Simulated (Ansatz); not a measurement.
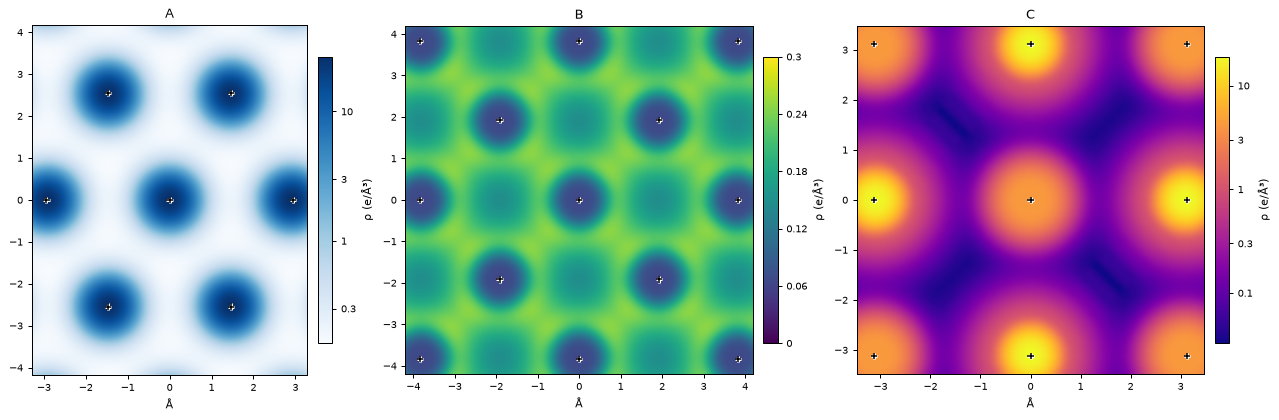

The valence electron density of 3 systems, each on a plane through atoms (crosses mark nuclei in the plane).

Computed with Ansatz, DFT, PBEsol, PAW with Ansatz's default frozen-core files, scalar-relativistic; relaxation of cell and atoms.

System 1: Al, the (001) plane of the conventional cell. Space group Fm-3m; computed pressure about 15 GPa in this cell; computed without spin polarisation.

System 2: KI, the (100) plane of the conventional cell. Space group Fm-3m; computed pressure about 10 GPa in this cell.

System 3: Cd, the (001) plane of the conventional cell. Space group P6₃/mmc.

```yaml
crystal:
  lattice:
    - [2.93831, 0.00000, 0.00000]
    - [-1.46916, 2.54465, 0.00000]
    - [0.00000, 0.00000, 5.67479]
  atoms:
    - { symbol: Cd, position: [0.33333, 0.66667, 0.25000] }
    - { symbol: Cd, position: [0.66667, 0.33333, 0.75000] }
```

Match each panel to its system.

Answer. Panel A is system 3, Cd: the plane holds Cd. Cd–Cd (2.94 Å): ρ at the midpoint is about 0.21 e/Å³. Panel B is system 1, Al: the plane holds Al. Al–Al (2.71 Å): ρ at the midpoint is about 0.24 e/Å³. Panel C is system 2, KI: the plane holds K and I. K–I (3.12 Å): ρ at the midpoint is about 0.17 e/Å³, with its minimum of 0.14 e/Å³ about 1.4 Å from K.
